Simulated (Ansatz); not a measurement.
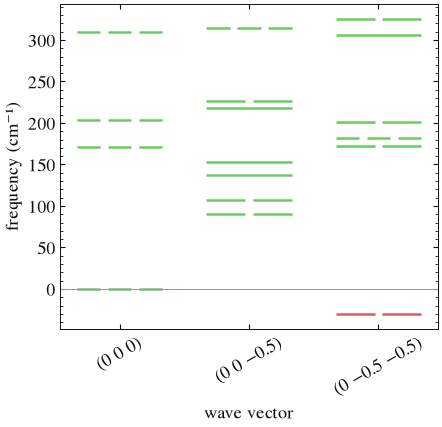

Figure. Phonon frequencies at several wave vectors (in fractions of the reciprocal vectors of the given cell) for AlCu₃, space group Fm-3m (No. 225). Imaginary frequencies are drawn as negative.

Imaginary modes appear at (0 −0.5 −0.5), the softest at 30.2i cm⁻¹, so the structure is dynamically unstable. The highest mode among the wave vectors computed lies at 325.6 cm⁻¹, at (0 −0.5 −0.5).

Method: harmonic phonon frequencies at the irreducible points of a q mesh with atoms at rest in the given cell, q in fractions of the reciprocal cell vectors, no long-range term at q = 0, imaginary frequencies are negative, the first points where there are many; plane waves with PAW datasets (Ansatz 0.2.0). Level: PBEsol, no spin polarisation.

```
                            setting            value
                        wave cutoff           420 eV
                             k mesh         12×12×12
                        occupations      Fermi–Dirac
                     smearing width          0.15 eV
volume relative to the relaxed cell             0.98
                      phonon method  linear response
                             q mesh            2×2×2
```

Structure:
```
CELL_PARAMETERS angstrom
0.00000 2.86471 2.86471
2.86471 0.00000 2.86471
2.86471 2.86471 0.00000
ATOMIC_POSITIONS crystal
Al 0.00000 0.00000 0.00000
Cu 0.50000 0.50000 0.50000
Cu 0.25000 0.25000 0.25000
Cu 0.75000 0.75000 0.75000
```

Limits of the calculation: metal sensitive to the k mesh; phonon interpolation lacks quadrupole term; vibrations at or below zero.

Input file:
```
crystal:
  lattice:
    - [0.0, 2.8647053785, 2.8647053785]
    - [2.8647053785, 0.0, 2.8647053785]
    - [2.8647053785, 2.8647053785, 0.0]
  atoms:
    - { symbol: Al, position: [0.0, 0.0, 0.0] }
    - { symbol: Cu, position: [0.5, 0.5, 0.5] }
    - { symbol: Cu, position: [0.25, 0.25, 0.25] }
    - { symbol: Cu, position: [0.75, 0.75, 0.75] }
basis:
  ecutwfc: 420
kpoints:
  mp_grid: { grid: [12, 12, 12] }
hamiltonian:
  xc: pbesol
scf:
  occupations: { method: fermi_dirac, width: 0.15 }
output:
  eigenvalues: true
phonons:
  method: dfpt
  eigenvectors: true
  qmesh: [2, 2, 2]
  temperatures: { t_max: 1000, t_step: 100 }
  qpath:
    path:
      - [[0.0, 0.0, 0.0], [0.5, 0.0, 0.5], [0.625, 0.25, 0.625]]
      - [[0.375, 0.375, 0.75], [0.0, 0.0, 0.0], [0.5, 0.5, 0.5], [0.5, 0.25, 0.75], [0.5, 0.0, 0.5]]
    npoints: 8
```

Run as:
```bash
ansatz run input.yaml --threads 2 --pin off --max-ram 6144MiB --backend cpu --events-out ev --progress --plain --runs-dir out
```
